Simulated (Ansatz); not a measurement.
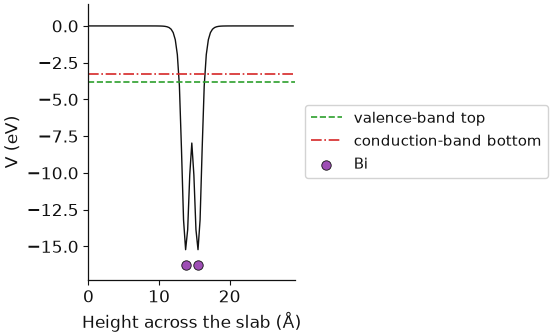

Plane-averaged electrostatic potential energy of an electron across the slab; circles at the bottom mark the heights of the atoms.

Input of the run:

```
crystal:
  lattice:
    - [4.2796358711, 0.0, 0.0]
    - [-2.1398179355, 3.7062733833, 0.0]
    - [0.0, 0.0, 29.284519214]
  atoms:
    - { symbol: Bi, position: [0.3333333333, 0.6666666667, 0.4701726007] }
    - { symbol: Bi, position: [0.6666666667, 0.3333333333, 0.5298273993] }
  periodic: [true, true, false]
basis:
  ecutwfc: 420
kpoints:
  mp_grid: { grid: [9, 9, 1] }
  band_path:
    path:
      - [0, 0, 0]
      - [0.5, 0, 0]
      - [0.3333333333333, 0.3333333333333, 0]
      - [0, 0, 0]
    npoints: 16
hamiltonian:
  xc: pbe
  dispersion: d3bj
scf:
  occupations: { method: gaussian, width: 0.02 }
output:
  forces: true
  stress: true
  eigenvalues: true
  populations: true
magnetization:
  noncollinear: true
  spin_orbit: true
```

Command:
```bash
ansatz run input.yaml --threads 2 --pin off --max-ram 5632MiB --backend cpu --events-out ev --progress --plain --runs-dir out
```

**What are the ionisation potential and the electron affinity of the slab?**

From the vacuum level at the right face the ionisation potential is 3.84 eV and the electron affinity 3.26 eV; the left face gives the same. The slab's gap, their difference before rounding, is 0.57 eV. The two vacuum levels agree, so the slab has no net dipole along its normal.

**How thick are slab and vacuum?**

The outermost atoms are 1.7 Å apart, which leaves 27.5 Å of vacuum in a cell 29.3 Å high.
